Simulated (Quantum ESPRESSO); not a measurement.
# Mg: projected density-of-states run (part 2 of 2)

The same run, continued: Mg (Fm-3m, 1 atom in the cell); Kohn-Sham DFT of a periodic cell, PBE with D3, SG15 PBE 1.2 (Quantum ESPRESSO 7.5); cutoff 952.4 eV, 10×10×10 k-mesh, fermi-dirac of 0.025 eV. The structure derives from a Materials Project entry. The geometry was changed: volume scaled by 1.15.

Geometry of the input (Å; fractional positions):
```
-2.3513  0.0000  2.3513
0.0000  2.3513  2.3513
-2.3513  2.3513  0.0000
Mg 0.0000  0.0000  0.0000
```

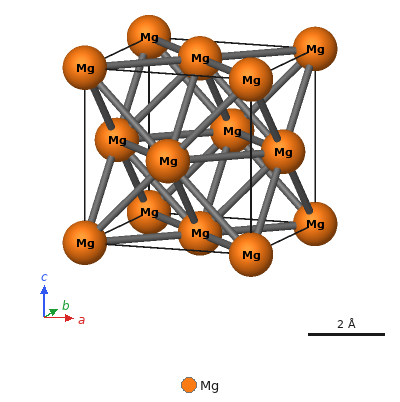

*The input geometry (ball-and-stick view of the cell 4 times as large as that of the calculation, set on its symmetry axes, seen slightly off an axis).*

Output, continued:
```
          k =-0.3000 0.5000-0.3000 (  1727 PWs)   bands (ev):

   -71.0751 -37.8422 -37.8298 -37.8298   1.6115   6.8223  13.9776  14.3517
    15.1538  18.7462

          k = 0.6000-0.4000 0.6000 (  1739 PWs)   bands (ev):

   -71.0750 -37.8449 -37.8306 -37.8299   3.2561   4.5782  13.4926  14.2780
    15.4316  17.8647

          k = 0.5000-0.3000 0.5000 (  1738 PWs)   bands (ev):

   -71.0751 -37.8443 -37.8308 -37.8295   2.6688   5.2849  12.9553  14.9333
    16.1139  17.3248

          k = 0.4000-0.2000 0.4000 (  1738 PWs)   bands (ev):

   -71.0753 -37.8407 -37.8304 -37.8286   1.1453   7.6435  12.7812  15.9452
    17.1242  17.1498

          k = 0.3000-0.1000 0.3000 (  1744 PWs)   bands (ev):

   -71.0759 -37.8354 -37.8294 -37.8277   0.0044  10.3096  12.9904  17.2326
    17.3072  18.4709

          k = 0.2000 0.0000 0.2000 (  1749 PWs)   bands (ev):

   -71.0763 -37.8307 -37.8280 -37.8270  -0.7407  12.9635  13.8368  17.2911
    18.4131  18.8623

          k = 0.0000 0.4000 0.0000 (  1744 PWs)   bands (ev):

   -71.0759 -37.8329 -37.8291 -37.8291  -0.1982  13.3902  13.5510  13.5510
    15.1376  16.0738

          k =-0.1000 0.5000-0.1000 (  1734 PWs)   bands (ev):

   -71.0755 -37.8367 -37.8302 -37.8302   0.5429  10.7650  13.0256  13.3706
    14.0076  16.5721

          k =-0.2000 0.6000-0.2000 (  1746 PWs)   bands (ev):

   -71.0752 -37.8407 -37.8316 -37.8309   1.6776   8.1349  12.0261  12.8533
    13.9326  18.5248

          k = 0.7000-0.3000 0.7000 (  1735 PWs)   bands (ev):

   -71.0749 -37.8432 -37.8332 -37.8310   3.1913   5.7961  10.9883  13.0342
    14.1577  20.1837

          k = 0.6000-0.2000 0.6000 (  1737 PWs)   bands (ev):

   -71.0748 -37.8432 -37.8342 -37.8305   3.7757   5.0883  10.3182  13.5698
    14.7528  19.5339

          k = 0.5000-0.1000 0.5000 (  1736 PWs)   bands (ev):

   -71.0750 -37.8411 -37.8339 -37.8295   2.1416   7.2838  10.0539  14.4620
    15.7150  19.2048

          k = 0.4000 0.0000 0.4000 (  1738 PWs)   bands (ev):

   -71.0754 -37.8382 -37.8321 -37.8284   0.8780   9.4504  10.5382  15.7105
    17.0104  18.8731

          k = 0.0000 0.6000 0.0000 (  1728 PWs)   bands (ev):

   -71.0751 -37.8386 -37.8314 -37.8314   1.1451  11.5109  12.0672  12.3791
    12.3791  14.8520

          k =-0.1000 0.7000-0.1000 (  1728 PWs)   bands (ev):

   -71.0748 -37.8412 -37.8328 -37.8322   2.1401   9.6775  10.0499  12.0871
    12.9057  15.6420

          k = 0.8000-0.2000 0.8000 (  1731 PWs)   bands (ev):

   -71.0747 -37.8424 -37.8350 -37.8324   3.5130   7.3550   8.8105  12.1484
    13.1386  17.8599

          k = 0.7000-0.1000 0.7000 (  1734 PWs)   bands (ev):

   -71.0746 -37.8415 -37.8375 -37.8318   5.1266   5.3774   8.0191  12.5634
    13.6416  20.5057

          k = 0.6000-0.0000 0.6000 (  1740 PWs)   bands (ev):

   -71.0748 -37.8405 -37.8377 -37.8307   3.5190   6.9431   7.9911  13.3340
    14.5064  21.4813

          k = 0.0000 0.8000 0.0000 (  1736 PWs)   bands (ev):

   -71.0747 -37.8430 -37.8332 -37.8332   2.9910   8.2545  11.2672  11.6762
    11.6762  14.0860

          k = 0.9000-0.1000 0.9000 (  1723 PWs)   bands (ev):

   -71.0744 -37.8439 -37.8345 -37.8335   4.2034   6.9408   9.2769  11.6185
    12.3786  15.1558

          k = 0.8000 0.0000 0.8000 (  1728 PWs)   bands (ev):

   -71.0745 -37.8427 -37.8367 -37.8330   5.4460   6.3045   7.2010  11.9138
    12.8720  17.6308

          k = 0.0000-1.0000 0.0000 (  1724 PWs)   bands (ev):

   -71.0744 -37.8448 -37.8339 -37.8339   4.9486   5.8246  10.9999  11.4421
    11.4421  13.8232

          k =-0.2000 0.4000 0.0000 (  1742 PWs)   bands (ev):

   -71.0758 -37.8350 -37.8299 -37.8283   0.0719  11.2095  12.2030  15.5022
    16.2034  17.6280

          k =-0.3000 0.5000-0.1000 (  1730 PWs)   bands (ev):

   -71.0752 -37.8391 -37.8316 -37.8292   1.0785   8.8000  11.5281  13.9959
    16.4522  18.8415

          k = 0.6000-0.4000 0.8000 (  1743 PWs)   bands (ev):

   -71.0751 -37.8426 -37.8326 -37.8301   2.4712   6.3669  11.5344  12.8506
    16.6035  17.8810

          k = 0.5000-0.3000 0.7000 (  1738 PWs)   bands (ev):

   -71.0749 -37.8440 -37.8329 -37.8305   4.1261   4.3581  11.7686  12.2408
    16.9640  17.1818

          k =-0.2000 0.6000 0.0000 (  1725 PWs)   bands (ev):

   -71.0750 -37.8394 -37.8323 -37.8308   1.4117   9.9517  10.9078  11.9093
    14.9970  16.5753

          k = 0.7000-0.3000 0.9000 (  1736 PWs)   bands (ev):

   -71.0749 -37.8415 -37.8342 -37.8316   2.6673   7.7818  10.2606  10.8219
    15.5114  18.2892

          k = 0.6000-0.2000 0.8000 (  1725 PWs)   bands (ev):

   -71.0746 -37.8422 -37.8358 -37.8318   4.2862   5.6011   9.5279  10.8964
    15.9211  19.4834

          k = 0.5000-0.1000 0.7000 (  1742 PWs)   bands (ev):

   -71.0748 -37.8415 -37.8364 -37.8312   3.7126   6.2661   9.0277  11.5489
    16.6281  18.9159

          k = 0.4000 0.0000 0.6000 (  1736 PWs)   bands (ev):

   -71.0750 -37.8405 -37.8347 -37.8302   2.2074   8.1951   9.2679  12.5941
    17.6510  18.2368

          k = 0.8000-0.2000 1.0000 (  1727 PWs)   bands (ev):

   -71.0746 -37.8426 -37.8342 -37.8330   3.2524   8.4824   9.1963  10.3293
    14.2559  15.8799

          k = 0.7000-0.1000 0.9000 (  1727 PWs)   bands (ev):

   -71.0745 -37.8422 -37.8364 -37.8332   4.7157   7.1649   7.5906  10.1025
    15.0214  17.8536

          k = 0.6000 0.0000 0.8000 (  1733 PWs)   bands (ev):

   -71.0746 -37.8401 -37.8391 -37.8325   5.3090   6.1937   7.2080  10.6200
    15.6814  20.5121

          k =-0.2000-1.0000 0.0000 (  1720 PWs)   bands (ev):

   -71.0743 -37.8437 -37.8350 -37.8340   5.1972   6.0858   8.9444  10.0558
    14.0078  15.6404

          k = 0.6000-0.2000 1.0000 (  1731 PWs)   bands (ev):

   -71.0746 -37.8412 -37.8369 -37.8327   4.0322   7.4430   8.3984   9.4655
    17.5249  18.6690

          k = 0.5000-0.1000 0.9000 (  1730 PWs)   bands (ev):

   -71.0745 -37.8403 -37.8384 -37.8332   5.6247   5.8603   8.2360   8.8804
    18.3197  18.5951

          k =-0.4000-1.0000 0.0000 (  1740 PWs)   bands (ev):

   -71.0746 -37.8410 -37.8377 -37.8340   5.9442   6.8112   7.1926   8.4066
    17.2810  18.5638

     the Fermi energy is     5.2095 ev

!    total energy              =    -108.66351713 Ry
     estimated scf accuracy    <          3.1E-11 Ry
     smearing contrib. (-TS)   =      -0.00007227 Ry
     internal energy E=F+TS    =    -108.66344487 Ry

     The total energy is F=E-TS. E is the sum of the following terms:
     one-electron contribution =     -77.68045239 Ry
     hartree contribution      =      34.45178081 Ry
     xc contribution           =     -13.82899735 Ry
     ewald contribution        =     -51.59319278 Ry
     DFT-D3 Dispersion         =      -0.01258317 Ry

     convergence has been achieved in   7 iterations

     Forces acting on atoms (cartesian axes, Ry/au):

     atom    1 type  1   force =     0.00000000    0.00000000    0.00000000

     Total force =     0.000000     Total SCF correction =     0.000000

     Computing stress (Cartesian axis) and pressure

          total   stress  (Ry/bohr**3)                   (kbar)     P=      -41.47
  -0.00028192  -0.00000000  -0.00000000          -41.47       -0.00       -0.00
  -0.00000000  -0.00028192   0.00000000           -0.00      -41.47        0.00
  -0.00000000   0.00000000  -0.00028192           -0.00        0.00      -41.47

=------------------------------------------------------------------------------=
   JOB DONE.
=------------------------------------------------------------------------------=
```

File pp_potential.out:
```
This program is part of the open-source Quantum ESPRESSO suite
     for quantum simulation of materials; please cite
         "P. Giannozzi et al., J. Phys.:Condens. Matter 21 395502 (2009);
         "P. Giannozzi et al., J. Phys.:Condens. Matter 29 465901 (2017);
         "P. Giannozzi et al., J. Chem. Phys. 152 154105 (2020);
          URL
     in publications or presentations arising from this work. More details at

     ./tmp/pwscf.save/

     IMPORTANT: XC functional enforced from input :
     Exchange-correlation= PBE
                           (   1   4   3   4   0   0   0)
     Any further DFT definition will be discarded
     Please, verify this is what you really want

     G-vector sticks info
     --------------------
     sticks:   dense  smooth     PW     G-vecs:    dense   smooth      PW
     Sum         757     757    241                13851    13851    2421

     Using Slab Decomposition

     Calling punch_plot, plot_num =  11
     Writing data to file  potential.dat
     Reading data from file  potential.dat

     Writing data to be plotted to file potential.cube
     Plot Type: 3D                     Output format: Gaussian cube

=------------------------------------------------------------------------------=
   JOB DONE.
=------------------------------------------------------------------------------=
```

File pp_elf.out:
```
This program is part of the open-source Quantum ESPRESSO suite
     for quantum simulation of materials; please cite
         "P. Giannozzi et al., J. Phys.:Condens. Matter 21 395502 (2009);
         "P. Giannozzi et al., J. Phys.:Condens. Matter 29 465901 (2017);
         "P. Giannozzi et al., J. Chem. Phys. 152 154105 (2020);
          URL
     in publications or presentations arising from this work. More details at

     ./tmp/pwscf.save/

     IMPORTANT: XC functional enforced from input :
     Exchange-correlation= PBE
                           (   1   4   3   4   0   0   0)
     Any further DFT definition will be discarded
     Please, verify this is what you really want

     G-vector sticks info
     --------------------
     sticks:   dense  smooth     PW     G-vecs:    dense   smooth      PW
     Sum         757     757    241                13851    13851    2421

     Using Slab Decomposition

     Calling punch_plot, plot_num =   8
     Message from routine do_elf_kin:
     elf/kin + US not fully implemented
     Writing data to file  elf.dat
     Reading data from file  elf.dat

     Writing data to be plotted to file elf.cube
     Plot Type: 3D                     Output format: Gaussian cube

=------------------------------------------------------------------------------=
   JOB DONE.
=------------------------------------------------------------------------------=
```

File projwfc.out:
```
This program is part of the open-source Quantum ESPRESSO suite
     for quantum simulation of materials; please cite
         "P. Giannozzi et al., J. Phys.:Condens. Matter 21 395502 (2009);
         "P. Giannozzi et al., J. Phys.:Condens. Matter 29 465901 (2017);
         "P. Giannozzi et al., J. Chem. Phys. 152 154105 (2020);
          URL
     in publications or presentations arising from this work. More details at

     ./tmp/pwscf.save/

     IMPORTANT: XC functional enforced from input :
     Exchange-correlation= PBE
                           (   1   4   3   4   0   0   0)
     Any further DFT definition will be discarded
     Please, verify this is what you really want

     G-vector sticks info
     --------------------
     sticks:   dense  smooth     PW     G-vecs:    dense   smooth      PW
     Sum         757     757    241                13851    13851    2421

     Using Slab Decomposition

     Optimized tetrahedron method (read from file)
     [opt_tetra]  Optimized tetrahedron method is used.

 %%%%%%%%%%%%%%%%%%%%%%%%%%%%%%%%%%%%%%%%%%%%%%%%%%%%%%%%%%%%%%%%%%%%%%%%%%%%%%
     Error in routine projwave (1):
     Cannot project on zero atomic wavefunctions!
 %%%%%%%%%%%%%%%%%%%%%%%%%%%%%%%%%%%%%%%%%%%%%%%%%%%%%%%%%%%%%%%%%%%%%%%%%%%%%%

     stopping ...
```
